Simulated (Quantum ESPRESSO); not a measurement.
# NaCl (Fm-3m): phonons by linear response, part 2 of 4

How does NaCl (Fm-3m) vibrate, and is this structure a minimum?

Quantum ESPRESSO 7.5; DFT LDA, scalar-relativistic, plane waves, PseudoDojo norm-conserving pseudopotentials.

So far. Step 2 (A first look): A gap of 4.7 eV opens on this mesh, so the crystal is taken as an insulator; the start stands at -2.2 GPa. Step 4 (Ground state): The cell stands at -0.001 GPa, close enough for phonons.

The database entry behind the starting cell differs from later determinations by our own check (an axis about 0.4 % short against later determinations), so it need not match the best structure at ambient conditions.

### Step 5. Linear response on the mesh

Linear response treats each wavevector in the unit cell, with no supercell; the 4×4×4 mesh fixes the range of the force constants to be had.

File ph.in:

```
phonons
 &inputph
    prefix='x',
    outdir='./tmp',
    fildyn='x.dyn',
    tr2_ph=1.0d-18,
    epsil=.true.,
    ldisp=.true.,
    nq1=4,
    nq2=4,
    nq3=4,
 /
```

Command:

```sh
> OMP_NUM_THREADS=1 mpirun -n 4 ph.x -nk 4 -in ph.in > ph.out
```

Numbers of over 12 decimals in the logs are rounded to 6 here.

Log:

```text
[banners, grids, parts of the stress and lines that vanish by symmetry left out]
[banner, memory and clock lines left out]
Program PHONON v.7.5

[...]
Exchange-correlation= PW
                           (   1   4   0   0   0   0   0)
[...]
(   8 q-points):
[...]
kinetic-energy cut-off    =      97.0000  Ry
     charge density cut-off    =     388.0000  Ry
     convergence threshold     =      1.0E-18
[...]
Exchange-correlation= PW
                           (   1   4   0   0   0   0   0)
[...]
q = (   0.0000000   0.0000000   0.0000000 )
     49 Sym.Ops. (with q -> -q+G )
     G cutoff =  524.2719  (  35629 G-vectors)     FFT grid: ( 45, 45, 45)
     number of k points=    29
[...]
Mode symmetry, O_h (m-3m)  point group:
[...]
Dielectric constant
[...]
End of electric fields calculation
          Dielectric constant in cartesian axis
          (       2.677478385      -0.000000000      -0.000000000 )
          (      -0.000000000       2.677478385      -0.000000000 )
          (      -0.000000000      -0.000000000       2.677478385 )
          Effective charges (d Force / dE) in cartesian axis without acoustic sum rule applied (asr)
           atom    1  Na    Mean Z*:        1.07337
      Ex  (        1.07337        0.00000       -0.00000 )
      Ey  (        0.00000        1.07337       -0.00000 )
      Ez  (       -0.00000       -0.00000        1.07337 )
           atom    2  Cl    Mean Z*:       -1.07381
      Ex  (       -1.07381        0.00000        0.00000 )
      Ey  (       -0.00000       -1.07381       -0.00000 )
      Ez  (        0.00000       -0.00000       -1.07381 )
          Effective charges Sum: Mean:       -0.00045
[...]
Effective charges (d Force / dE) in cartesian axis with asr applied:
           atom    1  Na    Mean Z*:        1.07359
[...]
atom    2  Cl    Mean Z*:       -1.07359
[...]
Representation #   1 modes #   1   2   3
[...]
End of self-consistent calculation
     Convergence has been achieved
     Representation #   2 modes #   4   5   6
[...]
End of self-consistent calculation
     Convergence has been achieved
[...]
Dielectric constant in cartesian axis
          (       2.677478385      -0.000000000      -0.000000000 )
          (      -0.000000000       2.677478385      -0.000000000 )
          (      -0.000000000      -0.000000000       2.677478385 )
          Effective charges (d Force / dE) in cartesian axis without acoustic sum rule applied (asr)
           atom    1  Na    Mean Z*:        1.07337
      Ex  (        1.07337        0.00000       -0.00000 )
      Ey  (        0.00000        1.07337       -0.00000 )
      Ez  (       -0.00000       -0.00000        1.07337 )
           atom    2  Cl    Mean Z*:       -1.07381
      Ex  (       -1.07381        0.00000        0.00000 )
      Ey  (       -0.00000       -1.07381       -0.00000 )
      Ez  (        0.00000       -0.00000       -1.07381 )
          Effective charges Sum: Mean:       -0.00045
[...]
Effective charges (d Force / dE) in cartesian axis with asr applied:
           atom    1  Na    Mean Z*:        1.07359
[...]
atom    2  Cl    Mean Z*:       -1.07359
[...]
Effective charges (d P / du) in cartesian axis
[...]
q = (    0.000000000   0.000000000   0.000000000 )
[...]
freq (    1) =       0.108685 [THz] =       3.625326 [cm-1]
     freq (    2) =       0.108685 [THz] =       3.625326 [cm-1]
     freq (    3) =       0.108685 [THz] =       3.625326 [cm-1]
     freq (    4) =       5.652324 [THz] =     188.541229 [cm-1]
     freq (    5) =       5.652324 [THz] =     188.541229 [cm-1]
     freq (    6) =       5.652324 [THz] =     188.541229 [cm-1]
[...]
Mode symmetry, O_h (m-3m)  point group:
     freq (   1-   3) =          3.6  [cm-1]   --> T_1u G_15  G_4- I
     freq (   4-   6) =        188.5  [cm-1]   --> T_1u G_15  G_4- I
[...]
Mode symmetry, C_3v (3m)   point group:
[...]
Representation #   1 mode #   1
[...]
End of self-consistent calculation
     Convergence has been achieved
     Representation #   2 mode #   2
[...]
End of self-consistent calculation
     Convergence has been achieved
     Representation #   3 modes #   3   4
[...]
Convergence has been achieved
     Representation #   4 modes #   5   6
[...]
Convergence has been achieved
[...]
q = (   -0.176776695   0.176776695  -0.176776695 )
[...]
freq (    1) =       2.363639 [THz] =      78.842497 [cm-1]
     freq (    2) =       2.363639 [THz] =      78.842497 [cm-1]
     freq (    3) =       3.425258 [THz] =     114.254308 [cm-1]
     freq (    4) =       5.336947 [THz] =     178.021386 [cm-1]
     freq (    5) =       5.336947 [THz] =     178.021386 [cm-1]
     freq (    6) =       7.704403 [THz] =     256.991237 [cm-1]
[...]
Mode symmetry, C_3v (3m)   point group:
     freq (   1-   2) =         78.8  [cm-1]   --> E    L_3
     freq (   3-   3) =        114.3  [cm-1]   --> A_1  L_1
     freq (   4-   5) =        178.0  [cm-1]   --> E    L_3
     freq (   6-   6) =        257.0  [cm-1]   --> A_1  L_1
[...]
Mode symmetry, D_3d (-3m)  point group:
[...]
Representation #   1 mode #   1
[...]
Convergence has been achieved
     Representation #   2 modes #   2   3
[...]
Convergence has been achieved
     Representation #   3 mode #   4
[...]
Convergence has been achieved
     Representation #   4 modes #   5   6
[...]
Convergence has been achieved
[...]
q = (    0.353553391  -0.353553391   0.353553391 )
[...]
freq (    1) =       3.866979 [THz] =     128.988529 [cm-1]
     freq (    2) =       3.866979 [THz] =     128.988529 [cm-1]
[...]
Mode symmetry, D_3d (-3m)  point group:
     freq (   1-   2) =        129.0  [cm-1]   --> E_g  L_3
     freq (   3-   4) =        153.3  [cm-1]   --> E_u  L_3'
     freq (   5-   5) =        181.9  [cm-1]   --> A_1g L_1
     freq (   6-   6) =        229.2  [cm-1]   --> A_2u L_2'
[...]
Mode symmetry, C_4v (4mm)  point group:
[...]
Convergence has been achieved
[...]
Convergence has been achieved
[...]
Convergence has been achieved
[...]
Convergence has been achieved
[...]
q = (    0.000000000   0.353553391   0.000000000 )
[...]
Mode symmetry, C_4v (4mm)  point group:
     freq (   1-   2) =         61.0  [cm-1]   --> E    G_5 D_5
     freq (   3-   3) =        148.2  [cm-1]   --> A_1  G_1 D_1
     freq (   4-   5) =        193.3  [cm-1]   --> E    G_5 D_5
     freq (   6-   6) =        214.4  [cm-1]   --> A_1  G_1 D_1
[...]
Mode symmetry, C_s (m)     point group:
[...]
q = (    0.530330086  -0.176776695   0.530330086 )
[...]
Mode symmetry, C_s (m)     point group:
     freq (   1-   1) =         99.8  [cm-1]   --> A''
     freq (   2-   2) =        127.1  [cm-1]   --> A'
     freq (   3-   3) =        142.1  [cm-1]   --> A'
     freq (   4-   4) =        182.0  [cm-1]   --> A''
     freq (   5-   5) =        194.1  [cm-1]   --> A'
     freq (   6-   6) =        206.9  [cm-1]   --> A'
[...]
Mode symmetry, C_2v (mm2)  point group:
[...]
q = (    0.353553391   0.000000000   0.353553391 )
[...]
Mode symmetry, C_2v (mm2)  point group:
     freq (   1-   1) =         94.7  [cm-1]   --> B_2  D_4  S_4
     freq (   2-   2) =        129.1  [cm-1]   --> B_1  D_3  S_3
     freq (   3-   3) =        152.9  [cm-1]   --> B_1  D_3  S_3
     freq (   4-   4) =        163.3  [cm-1]   --> A_1  D_1  S_1
     freq (   5-   5) =        198.7  [cm-1]   --> B_2  D_4  S_4
     freq (   6-   6) =        213.4  [cm-1]   --> A_1  D_1  S_1
[...]
Mode symmetry, D_4h(4/mmm) point group:
[...]
Convergence has been achieved
[...]
Convergence has been achieved
[...]
Convergence has been achieved
[...]
Convergence has been achieved
[...]
q = (    0.000000000  -0.707106781   0.000000000 )
[...]
freq (    5) =       5.934765 [THz] =     197.962440 [cm-1]
     freq (    6) =       6.292347 [THz] =     209.890094 [cm-1]
[...]
Mode symmetry, D_4h(4/mmm) point group:
     freq (   1-   2) =         81.8  [cm-1]   --> E_u  X_5' M_5'
     freq (   3-   3) =        135.8  [cm-1]   --> A_2u X_4' M_4'
     freq (   4-   5) =        198.0  [cm-1]   --> E_u  X_5' M_5'
     freq (   6-   6) =        209.9  [cm-1]   --> A_2u X_4' M_4'
[...]
Mode symmetry, D_2d (-42m) point group:
[...]
Representation #   1 mode #   1
[...]
Convergence has been achieved
     Representation #   2 mode #   2
[...]
Convergence has been achieved
     Representation #   3 modes #   3   4
[...]
End of self-consistent calculation
     Convergence has been achieved
     Representation #   4 modes #   5   6
[...]
End of self-consistent calculation
     Convergence has been achieved
[...]
q = (   -0.353553391  -0.707106781   0.000000000 )
[...]
freq (    1) =       3.449833 [THz] =     115.074046 [cm-1]
     freq (    2) =       3.449833 [THz] =     115.074046 [cm-1]
     freq (    3) =       4.435979 [THz] =     147.968322 [cm-1]
     freq (    4) =       5.114843 [THz] =     170.612796 [cm-1]
     freq (    5) =       6.116762 [THz] =     204.033211 [cm-1]
     freq (    6) =       6.116762 [THz] =     204.033211 [cm-1]
[...]
Mode symmetry, D_2d (-42m) point group:
     freq (   1-   2) =        115.1  [cm-1]   --> E    X_5  W_3
     freq (   3-   3) =        148.0  [cm-1]   --> A_1  X_1  W_1
     freq (   4-   4) =        170.6  [cm-1]   --> B_2  X_3  W_2
     freq (   5-   6) =        204.0  [cm-1]   --> E    X_5  W_3
```

It took 42 min on 4 MPI ranks of Arm Neoverse V2, shared host.

This step gave:

| Item | Value |
| --- | --- |
| miss of the charge sum rule | 4.40e-4 e |
| largest acoustic frequency at the zone centre before the sum rule | 3.63 cm⁻¹ |
| highest optical zone-centre mode (no LO-TO term) | 188.5 cm⁻¹ |
| lowest optical zone-centre mode | 188.5 cm⁻¹ |
| mean high-frequency dielectric constant | 2.678 |
| largest Born charge in size (third of the trace) | 1.074 e |
| lowest mode on the q mesh (acoustic ones at the zone centre apart) | 60.98 cm⁻¹ |

Frequencies (cm⁻¹) at each irreducible wavevector; negative means imaginary. Frequencies by wavevector:

| q (fractions) | star | mode 1 | mode 2 | mode 3 | mode 4 | mode 5 | mode 6 |
| --- | --- | --- | --- | --- | --- | --- | --- |
| 0 0 0 | 1 | 3.63 | 3.63 | 3.63 | 188.5 | 188.5 | 188.5 |
| 0 0 0.25 | 8 | 78.84 | 78.84 | 114.2 | 178 | 178 | 257 |
| 0 0 -0.5 | 4 | 129 | 129 | 153.2 | 153.2 | 181.9 | 229.2 |
| 0 0.25 0.25 | 6 | 60.98 | 60.98 | 148.2 | 193.3 | 193.3 | 214.4 |
| 0 0.25 -0.5 | 24 | 99.79 | 127.1 | 142.1 | 182 | 194.1 | 206.9 |
| 0 0.25 -0.25 | 12 | 94.74 | 129.1 | 152.9 | 163.3 | 198.8 | 213.4 |
| 0 -0.5 -0.5 | 3 | 81.83 | 81.83 | 135.8 | 198 | 198 | 209.9 |
| 0.25 -0.5 -0.25 | 6 | 115.1 | 115.1 | 148 | 170.6 | 204 | 204 |

Born charge (rows field, columns displacement), before the sum rule (e), principal values of the symmetric part by kind of site:

| atom | atoms with these values | low | middle | high | mean |
| --- | --- | --- | --- | --- | --- |
| Na1 | 1 | 1.07 | 1.07 | 1.07 | 1.07 |
| Cl2 | 1 | -1.07 | -1.07 | -1.07 | -1.07 |

In full for Cl2:

```
-1.07  0.00  0.00
 0.00 -1.07  0.00
 0.00  0.00 -1.07
```

High-frequency dielectric tensor:

```
2.68 0.00 0.00
0.00 2.68 0.00
0.00 0.00 2.68
```

The acoustic modes at Γ come out as far as 3.6 cm⁻¹ from zero, where they should vanish, a small numerical error; the Born charges miss their sum rule by 4.4e-4 e, which is good.

### Step 6. Force constants in real space

The dynamical matrices of the mesh are Fourier-transformed to force constants in real space, after the long-range dipole part is taken out.

File q2r.in:

```
 &input
    fildyn='x.dyn',
    zasr='simple',
    flfrc='x.fc',
 /
```

Command:

```sh
> q2r.x < q2r.in > q2r.out
```

Log:

```text
[banners, grids, parts of the stress and lines that vanish by symmetry left out]
[banner, memory and clock lines left out]
Program Q2R v.7.5

  reading grid info from file x.dyn0

  reading force constants from file x.dyn1
 macroscopic fields = T
   2.67748  -0.00000  -0.00000
  -0.00000   2.67748  -0.00000
[...]
na=            1
[...]
na=            2
[...]
-0.00000  -1.07381  -0.00000
   0.00000  -0.00000  -1.07381
  alpha Ewald:    1.351216
  nqs=            1
 q=   0.00000000  0.00000000  0.00000000
  reading force constants from file x.dyn2
  alpha Ewald:    1.351216
  nqs=            8
 q=  -0.17677670  0.17677670 -0.17677670
[...]
reading force constants from file x.dyn7
  alpha Ewald:    1.351216
  nqs=            3
[...]
reading force constants from file x.dyn8
  alpha Ewald:    1.351216
  nqs=            6
[...]
q=  -0.70710678 -0.35355339 -0.00000000
 q=   0.00000000 -0.35355339 -0.70710678

      q-space grid ok, #points =   64

      fft-check warning: sum of imaginary terms = 1.153565E-09
```

Run time: 0.51 s. Hardware: 1 thread.

### Step 7. Interpolated phonon bands

From the force constants any wavevector is cheap; points of the mesh come back as solved, but for the sum rule and, in polar crystals, the LO-TO term at Γ; the rest is interpolation.

File matdyn.in:

```
 &input
    asr='simple',
    flfrc='x.fc',
    flfrq='x.freq',
    flvec='x.modes',
    q_in_band_form=.true.,
    q_in_cryst_coord=.true.,
 /
8
  0.0000000   0.0000000   0.0000000  12  ! GAMMA
  0.0000000   0.5000000   0.5000000  12  ! X
 -0.0000000   0.6250000   0.3750000   1  ! U
 -0.3750000   0.3750000   0.0000000  12  ! K
  0.0000000   0.0000000   0.0000000  12  ! GAMMA
  0.0000000   0.5000000   0.0000000  12  ! L
 -0.2500000   0.5000000   0.2500000  12  ! W
  0.0000000   0.5000000   0.5000000   1  ! X
```

Command:

```sh
> matdyn.x -in matdyn.in > matdyn.out
```

Log:

```text
[banner, memory and clock lines left out]
Program MATDYN v.7.5

 mass for atomic type   1 not given; uses mass from file x.fc
 mass for atomic type   2 not given; uses mass from file x.fc
```

Wall time 0.51 s (1 thread).

Read from the output:

```yaml
lowest_frequency_on_the_path: 0 cm⁻¹
```

Matdyn.x, sum rule simple. The phonon branches at the labelled points (cm⁻¹):

| point | branch 1 | branch 2 | branch 3 | branch 4 | branch 5 | branch 6 |
| --- | --- | --- | --- | --- | --- | --- |
| Γ | 0 | 0 | 0 | 188 | 188 | 270 |
| X | 82 | 82 | 136 | 198 | 198 | 210 |
| U | 103 | 126 | 134 | 183 | 198 | 206 |
| jump to K | 103 | 126 | 134 | 183 | 198 | 206 |
| Γ | 0 | 0 | 0 | 188 | 188 | 270 |
| L | 129 | 129 | 153 | 153 | 182 | 229 |
| W | 115 | 115 | 148 | 170 | 204 | 204 |
| X | 82 | 82 | 136 | 198 | 198 | 210 |

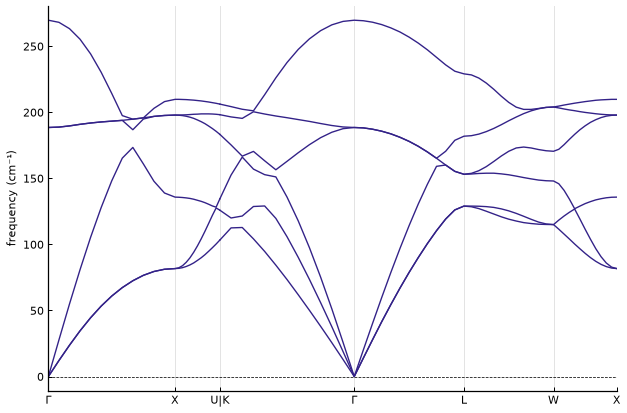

Phonon branches along the path.

All branches are real along the path.

### Step 8. Sums over the zone

Sums over the zone need many more wavevectors than were solved, so the interpolation is sampled on a dense mesh.

File matdyn.in:

```
 &input
    asr='simple',
    flfrc='x.fc',
    dos=.true.,
    fldos='x.dos',
    nk1=14,
    nk2=14,
    nk3=14,
    deltaE=0.3,
 /
```

Command:

```sh
> matdyn.x -in matdyn.in > matdyn.out
```

Log:

```text
[banner, memory and clock lines left out]
Program MATDYN v.7.5

 mass for atomic type   1 not given; uses mass from file x.fc
 mass for atomic type   2 not given; uses mass from file x.fc
```

It took 5.3 s on 1 thread.

This step gave:

```
share of modes beyond 3i cm⁻¹ on the dense interpolated mesh : 0
zero-point energy per atom                                   : 28.89 meV
heat capacity at 300 K                                       : 23.73 J/(mol atoms K)
vibrational entropy at 300 K                                 : 34.31 J/(mol atoms K)
```

The phonon density of states has structure finer than the step of the table below, so its rows give means over 20 cm⁻¹, whole bins alone (the curve runs from 0 to 268 cm⁻¹). Peaks (cm⁻¹: height): total 111.6: 0.0420, 124.2: 0.0531, 151.2: 0.0600, 192.6: 0.0775, 203.4: 0.0867; Cl 111.6: 0.0263, 129.6: 0.0421, 151.2: 0.0313, 192.6: 0.0321, 203.4: 0.0314; Na 111.6: 0.0156, 124.2: 0.0175, 151.2: 0.0288, 192.6: 0.0454, 203.4: 0.0553.

Tetrahedra. Phonon density of states against wavenumber; means over each step; values in 1/cm⁻¹/cell:

| wavenumber (cm⁻¹) | total | Cl | Na |
| --- | --- | --- | --- |
| 20 | 4.7e-4 | 2.9e-4 | 1.8e-4 |
| 40 | 0.00259 | 0.00158 | 0.00101 |
| 60 | 0.00723 | 0.00441 | 0.00283 |
| 80 | 0.0193 | 0.0115 | 0.00775 |
| 100 | 0.0313 | 0.0191 | 0.0121 |
| 120 | 0.0407 | 0.0280 | 0.0127 |
| 140 | 0.0300 | 0.0196 | 0.0104 |
| 160 | 0.0304 | 0.0148 | 0.0156 |
| 180 | 0.0494 | 0.0201 | 0.0293 |
| 200 | 0.0623 | 0.0239 | 0.0384 |
| 220 | 0.0147 | 0.00298 | 0.0118 |
| 240 | 0.00819 | 0.00237 | 0.00582 |

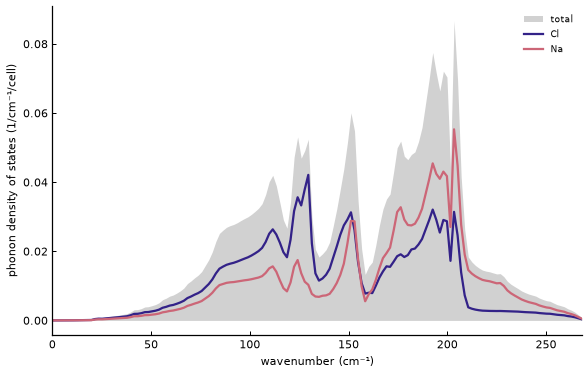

Phonon density of states against wavenumber.

Harmonic thermodynamic functions per atom, summed over the density of states scaled to three modes an atom; melting is ignored. Thermodynamic functions:

| T (K) | F_vib (meV/atom) | S (J/mol-atom/K) | C_V (J/mol-atom/K) |
| --- | --- | --- | --- |
| 0 | 28.89 | 0 | 0 |
| 50 | 28.5 | 2.884 | 7.056 |
| 100 | 24.91 | 11.13 | 16.62 |
| 200 | 5.74 | 24.93 | 22.34 |
| 300 | -25.24 | 34.31 | 23.73 |
| 400 | -64.54 | 41.21 | 24.25 |
| 500 | -110.2 | 46.66 | 24.5 |
| 600 | -160.9 | 51.13 | 24.63 |
| 700 | -215.9 | 54.94 | 24.71 |
| 800 | -274.6 | 58.24 | 24.77 |
| 900 | -336.5 | 61.16 | 24.8 |
| 1000 | -401.3 | 63.78 | 24.83 |

At 300 K the heat capacity has reached 95 % of the Dulong-Petit value.

### Step 9. Zone-centre analysis

A rigid shift of the crystal must cost nothing, but grids and finite bases break this; the acoustic sum rule is imposed before the matrix is diagonalised again. With Born charges the intensities follow, and the static dielectric tensor.

File dynmat.in:

```
 &input
    fildyn='x.dyn1',
    asr='simple',
    fileig='dynmat.eig',
    lperm=.true.,
 /
```

Command:

```sh
> dynmat.x -in dynmat.in > dynmat.out
```

Log:

```text
[banner, memory and clock lines left out]
Program DYNMAT v.7.5

     Reading Dynamical Matrix from file x.dyn1
     ...Force constants read
     ...epsilon and Z* read
     A direction for q was not specified:TO-LO splitting will be absent

     Polarizability (A^3 units)
     multiply by 0.641371 for Clausius-Mossotti correction
         5.449572   -0.000000   -0.000000
        -0.000000    5.449572   -0.000000
        -0.000000   -0.000000    5.449572

     IR activities are in (D/A)^2/amu units

# mode   [cm-1]    [THz]      IR
    1     -0.00   -0.0000    0.0000
    2     -0.00   -0.0000    0.0000
    3     -0.00   -0.0000    0.0000
    4    188.49    5.6507    1.9068
    5    188.49    5.6507    1.9068
    6    188.49    5.6507    1.9068

Electronic dielectric permittivity tensor (relative, adimensional)
         2.677478   -0.000000   -0.000000
        -0.000000    2.677478   -0.000000
        -0.000000   -0.000000    2.677478

 ... with zone-center polar mode contributions
         5.481515   -0.000000    0.000000
        -0.000000    5.481515    0.000000
         0.000000    0.000000    5.481515
```

Elapsed: 0.47 s, on 1 thread.

This step gave:

```yaml
mean_static_dielectric_constant: 5.481
```

Unit eigenvectors of the mass-weighted matrix after the sum rule; no LO-TO term. Modes at Γ, with each element's share of the kinetic energy:

| mode | frequency (cm⁻¹) | symmetry | Na % | Cl % |
| --- | --- | --- | --- | --- |
| 1 | 0.0 | acoustic | 39 | 61 |
| 2 | 0.0 | acoustic | 39 | 61 |
| 3 | 0.0 | acoustic | 39 | 61 |
| 4 | 188.5 | T1u | 61 | 39 |
| 5 | 188.5 | T1u | 61 | 39 |
| 6 | 188.5 | T1u | 61 | 39 |

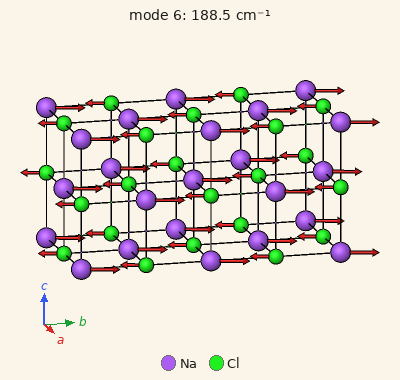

Displacement patterns of mode 6 at Γ; arrows are exaggerated. 1×2×1 conventional cells are drawn. Some periodic images of atoms are drawn too.

Degenerate modes summed, no LO-TO term. Lines of the infrared spectrum (strongest = 100):

| position (cm⁻¹) | lines merged | label | IR intensity, relative |
| --- | --- | --- | --- |
| 188 | 3 | T1u | 100 |

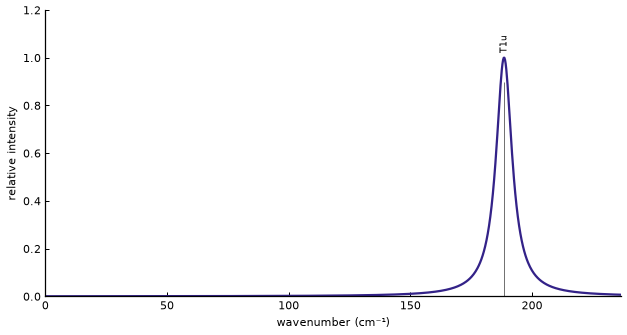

The infrared spectrum, broadened with Lorentzians of width 8 cm⁻¹; bars mark the lines.

Static dielectric tensor (ions relaxed, fixed cell):

```
5.48 0.00 0.00
0.00 5.48 0.00
0.00 0.00 5.48
```

The rule moves no optical mode by more than 0.1 cm⁻¹.

[end of part 2 of 4]

[Host names and launcher messages were left out of these logs when they were recorded.]

[Logs are printed without paths, hosts, clocks, repeated set-up lines and the standing remarks that a program may print on its own settings, such as how far it seeks lower states.]

[Hosts, paths, dates, database ids (printed as entryN), source tags and the programs' standing remarks are cut or masked in the printed files.]
